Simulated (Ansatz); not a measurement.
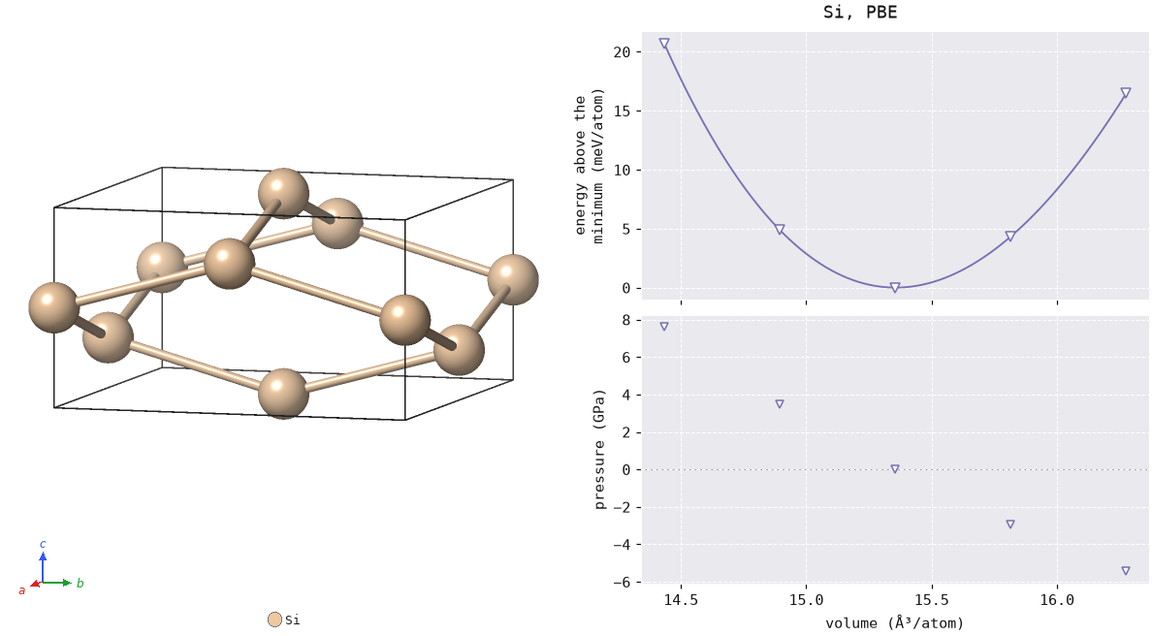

Plotted: energy above the minimum and pressure against volume for Si, space group I4_1/amd (No. 141). The conventional cell is drawn beside the plot.

Starting cell:
```cif
data_structure
_symmetry_space_group_name_H-M 'P 1'
_symmetry_Int_Tables_number 1
_cell_length_a 3.6549
_cell_length_b 3.6549
_cell_length_c 3.6549
_cell_angle_alpha 97.525
_cell_angle_beta 97.525
_cell_angle_gamma 137.568
_cell_volume 30.71
loop_
_atom_site_label
_atom_site_type_symbol
_atom_site_fract_x
_atom_site_fract_y
_atom_site_fract_z
_atom_site_occupancy
Si1 Si 0.25000 0.75000 0.50000 1
Si2 Si 0.50000 0.50000 0.00000 1
```

Calculation (Ansatz 0.2.0): third-order Birch-Murnaghan fit to density functional energies at scaled volumes of the given relaxed cell, shape and atoms relaxed at each volume; energies count from the fitted minimum; plane waves with PAW datasets, Γ-centred k mesh. Level: PBE, no spin polarisation.

wave cutoff 420 eV; k mesh 18×18×18; occupations Gaussian; smearing width 0.1 eV.

**Give the fitted equation-of-state parameters.**

A third-order Birch–Murnaghan fit gives V0 = 15.36 Å³/atom, B0 = 107 GPa and B′ = 4.6.

**How does the pressure vary with volume?**

It falls from 7.61 GPa at volume 14.433 Å³/atom to −5.43 GPa at 16.276 Å³/atom, and changes sign near 15.36 Å³/atom.

The computed values:

```csv
volume (Å³/atom),energy above the minimum (meV/atom),pressure (GPa)
14.433,20.7,7.61
14.894,4.9,3.49
15.355,0.0,0.00
15.815,4.3,-2.94
16.276,16.5,-5.43
```
